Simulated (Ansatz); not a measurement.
BN: geometry relaxation (part 2 of 2)

BN (slab, 6 atoms in the cell); DFT, LDA, PAW with Ansatz's default frozen-core files, scalar-relativistic, no spin polarisation (Ansatz 0.2.0); cutoff 420 eV, 10×7×1 k-mesh, Fermi–Dirac smearing of 0.02 eV. It belongs to a series of runs on one base structure; here: atoms relaxed, PAW files.

Geometry of the input (Å; fractional positions):
```
2.5319  0.0000  0.0000
0.0000  3.5806  0.0000
0.0000  0.0000  18.5319
B  0.2500  0.1250  0.4317
N  0.7500  0.8750  0.4317
B  0.7500  0.6250  0.5000
N  0.2500  0.3750  0.5000
B  0.2500  0.1250  0.5683
N  0.7500  0.8750  0.5683
```

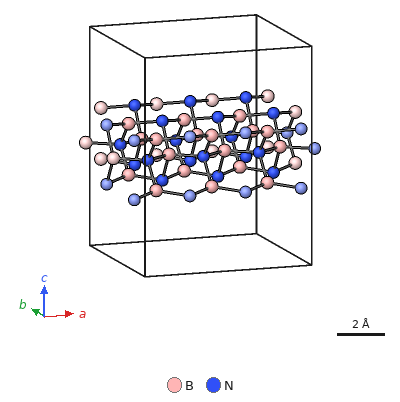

Figure 1. The geometry at step 2 of the log (ball-and-stick view of the 3 × 2 repeat of the cell, with the vacuum cut short, seen slightly off an axis; neighbours outside the cell are drawn fainter).

Log, continued:
```
SCF iter   1: F=—  HF=-1575.197312 eV  |F-HF|=—  |Δ(HF+E_count)|=         —  Δρ=8.04e-3  dr2=1.08e-1  ethr=1.23e-3  p=-0.000 e·Å  D=-1.56e-5 V/Å  ΔV_dip=0.00 eV  dr2_dipole=4.45e-9  V_vac-E_F(+/−)=6.43/6.43 eV  ⟨swp⟩=5.5  Hψ=1757  notcnv=0  defer=32
efield: sawtooth ramp at fractional position 0.9500 (handed on by an earlier solve), width 0.1000; the density the first Hamiltonian is built on has a dipole p = -0.000 e·Å; the dipole correction subtracts the counter field D = -1.56e-5 V/Å, which shifts the + side's vacuum level by +0.00 eV against the − side's; the planar-averaged density in the ramp window peaks in size at 3.4e-7 e/Å³
preconditioner: auto → Resta (q_TF=auto, 1.973 Å⁻¹)  ε∞=1.9  [insulator: Δε(μ)=0.454 eV  Ē_g=14.742 eV  σ=0.020 eV  W_gap=1.00  n_scr=20 (ndim 8)  ℏωp=14.0 eV  f_vac=0.687  D(μ)=0.00/eV (n_scr^D=0)  ε∞_Penn≈1.9  vacuum switching on, ρ_ref=1.6e-2 e/Å³]
SCF iter   2: F=—  HF=-1575.160661 eV  |F-HF|=—  |Δ(HF+E_count)|=   3.67e-2  Δρ=2.91e-3  dr2=7.37e-3  ethr=4.49e-4  p=0.000 e·Å  D=1.08e-5 V/Å  ΔV_dip=-0.00 eV  dr2_dipole=1.02e-9  V_vac-E_F(+/−)=6.39/6.39 eV  ⟨swp⟩=2.8  Hψ=957  notcnv=0  defer=32
SCF iter   3: F=—  HF=-1575.159047 eV  |F-HF|=—  |Δ(HF+E_count)|=   1.61e-3  Δρ=1.17e-3  dr2=1.04e-3  ethr=3.07e-5  p=-0.000 e·Å  D=-5.65e-6 V/Å  ΔV_dip=0.00 eV  dr2_dipole=8.25e-10  V_vac-E_F(+/−)=6.37/6.37 eV  ⟨swp⟩=3.2  Hψ=863  notcnv=0  defer=32
SCF iter   4: F=—  HF=-1575.158931 eV  |F-HF|=—  |Δ(HF+E_count)|=   1.16e-4  Δρ=4.10e-4  dr2=1.58e-4  ethr=4.34e-6  p=0.000 e·Å  D=6.81e-6 V/Å  ΔV_dip=-0.00 eV  dr2_dipole=1.87e-10  V_vac-E_F(+/−)=6.38/6.38 eV  ⟨swp⟩=2.0  Hψ=679  notcnv=0  defer=32
SCF iter   5: F=-1575.158914 eV  HF=-1575.158916 eV  |F-HF|=1.46e-6  |Δ(HF+E_count)|=   1.52e-5  Δρ=8.62e-5  dr2=7.44e-6  ethr=4.17e-7  p=0.000 e·Å  D=1.99e-6 V/Å  ΔV_dip=-0.00 eV  dr2_dipole=8.93e-12  V_vac-E_F(+/−)=6.38/6.38 eV  ⟨swp⟩=15.5  Hψ=3168  notcnv=0
SCF 3 converged in 5 iterations: F = -1575.158914 eV  dr2 = 7.44e-6
  greatest PAW one-centre occupation: 0.787 electrons in one spin orbital (limit 2), on the N atom at site 1 (counted from 0), in its partial waves of l = 0
relax step   3: F+E_penalty+E_count = -1575.15891448 eV  Δ(F+E_penalty+E_count) = -2.627e-1 eV  max|allowed force component| = 6.187e-1 eV/Å  Δτ_max = 0.0530 Å  (5 SCF iters, dr2 threshold 1.00e-4 eV, accepted)
SCF iter   1: F=—  HF=-1575.181541 eV  |F-HF|=—  |Δ(HF+E_count)|=         —  Δρ=2.24e-3  dr2=5.70e-3  ethr=2.70e-4  p=0.000 e·Å  D=1.99e-6 V/Å  ΔV_dip=-0.00 eV  dr2_dipole=1.24e-10  V_vac-E_F(+/−)=6.36/6.36 eV  ⟨swp⟩=3.2  Hψ=1296  notcnv=0  defer=33
efield: sawtooth ramp at fractional position 0.9500 (handed on by an earlier solve), width 0.1000; the density the first Hamiltonian is built on has a dipole p = 0.000 e·Å; the dipole correction subtracts the counter field D = 1.99e-6 V/Å, which shifts the + side's vacuum level by -0.00 eV against the − side's; the planar-averaged density in the ramp window peaks in size at 3.4e-7 e/Å³
preconditioner: auto → Resta (q_TF=auto, 1.973 Å⁻¹)  ε∞=1.9  [insulator: Δε(μ)=0.421 eV  Ē_g=14.726 eV  σ=0.020 eV  W_gap=1.00  n_scr=20 (ndim 8)  ℏωp=14.0 eV  f_vac=0.687  D(μ)=0.00/eV (n_scr^D=0)  ε∞_Penn≈1.9  vacuum switching on, ρ_ref=1.6e-2 e/Å³]
SCF iter   2: F=—  HF=-1575.179308 eV  |F-HF|=—  |Δ(HF+E_count)|=   2.23e-3  Δρ=8.86e-4  dr2=8.55e-4  ethr=2.37e-5  p=-0.000 e·Å  D=-2.60e-6 V/Å  ΔV_dip=0.00 eV  dr2_dipole=4.58e-11  V_vac-E_F(+/−)=6.35/6.35 eV  ⟨swp⟩=2.5  Hψ=1059  notcnv=0  defer=33
SCF iter   3: F=—  HF=-1575.179058 eV  |F-HF|=—  |Δ(HF+E_count)|=   2.49e-4  Δρ=3.83e-4  dr2=1.87e-4  ethr=3.56e-6  p=0.000 e·Å  D=1.77e-6 V/Å  ΔV_dip=-0.00 eV  dr2_dipole=1.20e-10  V_vac-E_F(+/−)=6.34/6.34 eV  ⟨swp⟩=2.2  Hψ=669  notcnv=0  defer=33
SCF iter   4: F=-1575.179010 eV  HF=-1575.179011 eV  |F-HF|=6.22e-7  |Δ(HF+E_count)|=   4.75e-5  Δρ=8.73e-5  dr2=4.27e-6  ethr=9.97e-8  p=-0.000 e·Å  D=-1.69e-6 V/Å  ΔV_dip=0.00 eV  dr2_dipole=2.02e-11  V_vac-E_F(+/−)=6.33/6.33 eV  ⟨swp⟩=14.1  Hψ=3138  notcnv=0
SCF 4 converged in 4 iterations: F = -1575.179010 eV  dr2 = 4.27e-6
relax step   4: F+E_penalty+E_count = -1575.17901018 eV  Δ(F+E_penalty+E_count) = -2.010e-2 eV  max|allowed force component| = 2.065e-1 eV/Å  Δτ_max = 0.0111 Å  (4 SCF iters, dr2 threshold 2.39e-5 eV, accepted)
SCF iter   1: F=—  HF=-1575.180941 eV  |F-HF|=—  |Δ(HF+E_count)|=         —  Δρ=9.72e-4  dr2=1.46e-3  ethr=6.22e-5  p=-0.000 e·Å  D=-1.69e-6 V/Å  ΔV_dip=0.00 eV  dr2_dipole=6.38e-11  V_vac-E_F(+/−)=6.31/6.31 eV  ⟨swp⟩=3.0  Hψ=1288  notcnv=0  defer=33
efield: sawtooth ramp at fractional position 0.9500 (handed on by an earlier solve), width 0.1000; the density the first Hamiltonian is built on has a dipole p = -0.000 e·Å; the dipole correction subtracts the counter field D = -1.69e-6 V/Å, which shifts the + side's vacuum level by +0.00 eV against the − side's; the planar-averaged density in the ramp window peaks in size at 3.5e-7 e/Å³
preconditioner: auto → Resta (q_TF=auto, 1.973 Å⁻¹)  ε∞=1.9  [insulator: Δε(μ)=0.447 eV  Ē_g=14.687 eV  σ=0.020 eV  W_gap=1.00  n_scr=20 (ndim 8)  ℏωp=14.0 eV  f_vac=0.686  D(μ)=0.00/eV (n_scr^D=0)  ε∞_Penn≈1.9  vacuum switching on, ρ_ref=1.6e-2 e/Å³]
SCF iter   2: F=—  HF=-1575.180424 eV  |F-HF|=—  |Δ(HF+E_count)|=   5.17e-4  Δρ=3.53e-4  dr2=1.11e-4  ethr=6.08e-6  p=0.000 e·Å  D=1.44e-6 V/Å  ΔV_dip=-0.00 eV  dr2_dipole=6.23e-12  V_vac-E_F(+/−)=6.31/6.31 eV  ⟨swp⟩=2.5  Hψ=941  notcnv=0  defer=33
SCF iter   3: F=—  HF=-1575.180396 eV  |F-HF|=—  |Δ(HF+E_count)|=   2.78e-5  Δρ=1.23e-4  dr2=1.14e-5  ethr=4.64e-7  p=0.000 e·Å  D=1.39e-7 V/Å  ΔV_dip=-0.00 eV  dr2_dipole=8.05e-12  V_vac-E_F(+/−)=6.30/6.30 eV  ⟨swp⟩=2.2  Hψ=668  notcnv=0  defer=33
SCF iter   4: F=-1575.180394 eV  HF=-1575.180394 eV  |F-HF|=4.53e-7  |Δ(HF+E_count)|=   1.54e-6  Δρ=2.40e-5  dr2=7.57e-7  ethr=1.11e-8  p=0.000 e·Å  D=2.17e-6 V/Å  ΔV_dip=-0.00 eV  dr2_dipole=1.49e-11  V_vac-E_F(+/−)=6.30/6.30 eV  ⟨swp⟩=14.5  Hψ=2860  notcnv=0
SCF 5 converged in 4 iterations: F = -1575.180394 eV  dr2 = 7.57e-7
  greatest PAW one-centre occupation: 0.787 electrons in one spin orbital (limit 2), on the N atom at site 5 (counted from 0), in its partial waves of l = 0
relax step   5: F+E_penalty+E_count = -1575.18039375 eV  Δ(F+E_penalty+E_count) = -1.384e-3 eV  max|allowed force component| = 3.559e-2 eV/Å  Δτ_max = 0.0071 Å  (4 SCF iters, dr2 threshold 2.66e-6 eV, accepted)
SCF iter   1: F=—  HF=-1575.180549 eV  |F-HF|=—  |Δ(HF+E_count)|=         —  Δρ=2.76e-4  dr2=1.65e-4  ethr=3.67e-6  p=0.000 e·Å  D=2.17e-6 V/Å  ΔV_dip=-0.00 eV  dr2_dipole=1.51e-10  V_vac-E_F(+/−)=6.30/6.30 eV  ⟨swp⟩=2.0  Hψ=1206  notcnv=0  defer=33
efield: sawtooth ramp at fractional position 0.9500 (handed on by an earlier solve), width 0.1000; the density the first Hamiltonian is built on has a dipole p = 0.000 e·Å; the dipole correction subtracts the counter field D = 2.17e-6 V/Å, which shifts the + side's vacuum level by -0.00 eV against the − side's; the planar-averaged density in the ramp window peaks in size at 3.6e-7 e/Å³
preconditioner: auto → Resta (q_TF=auto, 1.973 Å⁻¹)  ε∞=1.9  [insulator: Δε(μ)=0.446 eV  Ē_g=14.697 eV  σ=0.020 eV  W_gap=1.00  n_scr=20 (ndim 8)  ℏωp=14.0 eV  f_vac=0.686  D(μ)=0.00/eV (n_scr^D=0)  ε∞_Penn≈1.9  vacuum switching on, ρ_ref=1.6e-2 e/Å³]
SCF iter   2: F=—  HF=-1575.180494 eV  |F-HF|=—  |Δ(HF+E_count)|=   5.46e-5  Δρ=8.00e-5  dr2=4.48e-6  ethr=6.89e-7  p=-0.000 e·Å  D=-2.76e-6 V/Å  ΔV_dip=0.00 eV  dr2_dipole=2.09e-11  V_vac-E_F(+/−)=6.30/6.30 eV  ⟨swp⟩=2.4  Hψ=855  notcnv=0  defer=33
SCF iter   3: F=—  HF=-1575.180493 eV  |F-HF|=—  |Δ(HF+E_count)|=   9.45e-7  Δρ=3.47e-5  dr2=7.98e-7  ethr=1.87e-8  p=-0.000 e·Å  D=-7.43e-7 V/Å  ΔV_dip=0.00 eV  dr2_dipole=7.21e-12  V_vac-E_F(+/−)=6.30/6.30 eV  ⟨swp⟩=2.1  Hψ=655  notcnv=0  defer=33
SCF iter   4: F=-1575.180493 eV  HF=-1575.180493 eV  |F-HF|=3.88e-8  |Δ(HF+E_count)|=   5.36e-8  Δρ=6.77e-6  dr2=5.73e-8  ethr=4.17e-10  p=-0.000 e·Å  D=-3.32e-6 V/Å  ΔV_dip=0.00 eV  dr2_dipole=4.57e-11  V_vac-E_F(+/−)=6.30/6.30 eV  ⟨swp⟩=11.9  Hψ=2792  notcnv=0
SCF 6 converged in 4 iterations: F = -1575.180493 eV  dr2 = 5.73e-8
relax step   6: F+E_penalty+E_count = -1575.18049295 eV  Δ(F+E_penalty+E_count) = -9.920e-5 eV  max|allowed force component| = 3.875e-3 eV/Å  Δτ_max = 0.0016 Å  (4 SCF iters, accepted)
SCF converged after 4 iterations
Free energy (F): -1575.180493 eV
Harris-Foulkes:  -1575.180493 eV  (|F-HF|=3.88e-8)
Internal energy: -1575.180493 eV  (E = F + TS)
E sigma→0 (E₀):  -1575.180493 eV
Entropy (-TS):   -0.000000 eV (-0.000 meV/atom)
Fermi energy:    -2.537814 eV
Dipole field:    D = 0.000007 V/Å  (p = 0.000006 e·Å, saw-weighted, corrected)
Work function:   Φ+ = 6.2983 eV   Φ− = 6.2984 eV
Levels:          The Fermi level and band energies are counted from a zero that moves with the ramp; work functions are not
--- Per-component energies (eV) ---
  E_band       = -252.435865
  E_kinetic    = 547.940067
  E_local      = -11983.341301  (includes V_loc(G=0)·N_el)
  E_nonlocal   = 178.394970
  E_hartree    = 5709.081120
  E_xc         = -273.900042
  E_vxc        = -341.668058  (∫ρ·V_xc dr)
  E_paw        = -574.087866  (= ΣΔE_a)
  E_vpaw       = -71.933475  (= ΣTr[D̂ρ^β])
  E_aug_tail   = 0.000285  (compensation charges beyond the density's cutoff)
  E_efield     = 0.000000  (sawtooth field / dipole correction)
  E_vefield    = 0.000000  (∫n·V_field dr)
  E_ewald      = 4820.354640
  E_core_change = 0.377635  (= ΣΔE_core)
  E_smearing   = -0.000000  (= −TS)
  E_closure    = -0.000000  (closes the sum)
  Σ components = -1575.180493   (vs F -1575.180493, Δ=0.00e0)
--- Forces (eV/Å), atoms counted from 1 ---
  atom   1  B      0.00000000     0.00118960     0.00288688
  atom   2  N      0.00000000    -0.00039406    -0.00221307
  atom   3  B      0.00000000    -0.00383264     0.00004463
  atom   4  N      0.00000000     0.00253770    -0.00006039
  atom   5  B      0.00000000     0.00117504    -0.00282134
  atom   6  N      0.00000000    -0.00042159     0.00214561
  max |Σ_I F_I| component: 2.54e-4 eV/Å
--- Stress (GPa, compression-positive) ---
       -2.752257       0.000000       0.000000
        0.000000      -0.612790      -0.000042
        0.000000      -0.000042      -0.003326
  P = ⅓ Tr σ = -1.1228 GPa (-11.228 kbar)
--- Band table (eV; the first three rows and the last of 24) ---
  k-point 0: bands = ["-22.5847", "-18.8589", "-17.5446", "-11.5217", "-9.4311", "-8.9540", "-8.2303", "-7.6818", "-6.3882", "-4.5355", "-4.4555", "-3.2160", "0.7849", "2.5563", "2.9110", "3.7642", "4.0396", "4.6903"]
  k-point 1: bands = ["-22.4263", "-18.7917", "-17.9759", "-11.5192", "-9.8420", "-8.8729", "-8.0956", "-6.9874", "-6.3751", "-4.7684", "-4.0817", "-3.6222", "0.9521", "2.6829", "2.8074", "3.9976", "4.1198", "4.8867"]
  k-point 2: bands = ["-21.9622", "-18.9683", "-18.6298", "-11.4162", "-10.9620", "-7.7975", "-7.7108", "-6.3451", "-6.2931", "-5.3632", "-4.2938", "-3.2823", "1.0108", "2.2376", "3.4843", "4.6630", "4.6732", "5.4633"]
  k-point 23: bands = ["-18.8376", "-18.4037", "-16.9673", "-13.8133", "-12.5835", "-10.8789", "-8.2375", "-7.9796", "-7.5555", "-7.0049", "-3.8574", "-2.8165", "-0.5830", "1.8123", "5.6653", "7.3157", "7.8863", "8.0112"]
--- Relaxed structure (6 steps of the walk, 6 accepted, 0 SCFs on fresh bases) ---
  F+E_penalty+E_count = -1575.18049295 eV   max|allowed force component| = 3.875e-3 eV/Å
  atoms:
    - { symbol: B, position: [0.25, 0.08563817176999192, 0.4407069770422258] }
    - { symbol: N, position: [0.75, 0.9006063548975596, 0.4304155015626691] }
    - { symbol: B, position: [0.75, 0.634096261726317, 0.4999999714724716] }
    - { symbol: N, position: [0.25, 0.39341437129790297, 0.5000000272772929] }
    - { symbol: B, position: [0.25, 0.08563826131149309, 0.5592929581526436] }
    - { symbol: N, position: [0.75, 0.9006065789967361, 0.5695845644926972] }
```

Trajectory as extended XYZ (Å, eV, eV/Å), 6 frames, from step=1 to step=6:
```
6
Lattice="2.5319 0.0000 0.0000 0.0000 3.5806 0.0000 0.0000 0.0000 18.5319" Properties=species:S:1:pos:R:3:forces:R:3 step=1 energy=-1573.33796
B     0.6330    0.4476    8.0000    0.0000  -5.2031   3.3003
N     1.8989    3.1331    8.0000    0.0000   3.9208  -2.0338
B     1.8989    2.2379    9.2660    0.0000   0.7025  -0.0004
N     0.6330    1.3427    9.2660    0.0000   1.8613   0.0008
B     0.6330    0.4476   10.5319    0.0000  -5.2028  -3.3007
N     1.8989    3.1331   10.5319    0.0000   3.9213   2.0344
6
Lattice="2.5319 0.0000 0.0000 0.0000 3.5806 0.0000 0.0000 0.0000 18.5319" Properties=species:S:1:pos:R:3:forces:R:3 step=2 energy=-1574.89619
B     0.6330    0.3524    8.1471    0.0000  -2.1190   0.2252
N     1.8989    3.1593    7.9674    0.0000   2.6152   0.0146
B     1.8989    2.2991    9.2659    0.0000  -0.5321   0.0003
N     0.6330    1.4194    9.2660    0.0000  -0.4605  -0.0004
B     0.6330    0.3524   10.3848    0.0000  -2.1191  -0.2249
N     1.8989    3.1593   10.5645    0.0000   2.6149  -0.0148
6
Lattice="2.5319 0.0000 0.0000 0.0000 3.5806 0.0000 0.0000 0.0000 18.5319" Properties=species:S:1:pos:R:3:forces:R:3 step=3 energy=-1575.15891
B     0.6330    0.3162    8.1757    0.0000  -0.5005  -0.2825
N     1.8989    3.2117    7.9751    0.0000   0.4809   0.0953
B     1.8989    2.2876    9.2660    0.0000  -0.5802  -0.0001
N     0.6330    1.3985    9.2659    0.0000   0.6186   0.0001
B     0.6330    0.3162   10.3562    0.0000  -0.5006   0.2824
N     1.8989    3.2117   10.5568    0.0000   0.4810  -0.0952
6
Lattice="2.5319 0.0000 0.0000 0.0000 3.5806 0.0000 0.0000 0.0000 18.5319" Properties=species:S:1:pos:R:3:forces:R:3 step=4 energy=-1575.17901
B     0.6330    0.3068    8.1723    0.0000  -0.0296  -0.1121
N     1.8989    3.2218    7.9772    0.0000   0.0966   0.0138
B     1.8989    2.2765    9.2660    0.0000  -0.2065   0.0000
N     0.6330    1.4083    9.2660    0.0000   0.0723   0.0000
B     0.6330    0.3068   10.3596    0.0000  -0.0296   0.1122
N     1.8989    3.2218   10.5547    0.0000   0.0966  -0.0138
6
Lattice="2.5319 0.0000 0.0000 0.0000 3.5806 0.0000 0.0000 0.0000 18.5319" Properties=species:S:1:pos:R:3:forces:R:3 step=5 energy=-1575.18039
B     0.6330    0.3071    8.1660    0.0000  -0.0180   0.0138
N     1.8989    3.2253    7.9750    0.0000  -0.0150   0.0236
B     1.8989    2.2693    9.2660    0.0000   0.0356   0.0000
N     0.6330    1.4078    9.2660    0.0000   0.0303   0.0000
B     0.6330    0.3071   10.3659    0.0000  -0.0180  -0.0138
N     1.8989    3.2253   10.5569    0.0000  -0.0150  -0.0236
6
Lattice="2.5319 0.0000 0.0000 0.0000 3.5806 0.0000 0.0000 0.0000 18.5319" Properties=species:S:1:pos:R:3:forces:R:3 step=6 energy=-1575.18049
B     0.6330    0.3066    8.1671    0.0000   0.0012   0.0029
N     1.8989    3.2247    7.9764    0.0000  -0.0004  -0.0022
B     1.8989    2.2705    9.2659    0.0000  -0.0038   0.0000
N     0.6330    1.4087    9.2660    0.0000   0.0025  -0.0001
B     0.6330    0.3066   10.3648    0.0000   0.0012  -0.0028
N     1.8989    3.2247   10.5555    0.0000  -0.0004   0.0021
```

Results in brief:

```json
{"quantity": "outcome", "value": "converged"}
{"quantity": "electrons treated", "value": "24"}
{"quantity": "free energy", "value": "−1575.1805 eV"}
{"quantity": "Fermi energy", "value": "−2.538 eV"}
{"quantity": "final volume", "value": "168.01 Å³"}
{"quantity": "largest force (length of the vector) at the end", "value": "0.004 eV/Å"}
{"quantity": "hardware", "value": "2 threads of Arm Neoverse V1, 24 GiB of memory available, shared host"}
{"quantity": "wall time", "value": "28 s (CPU time 55 s)"}
{"quantity": "peak memory", "value": "0.38 GiB"}
```

Notes:

Warnings of the run: the SCF threshold is looser than advised for the printed stress.
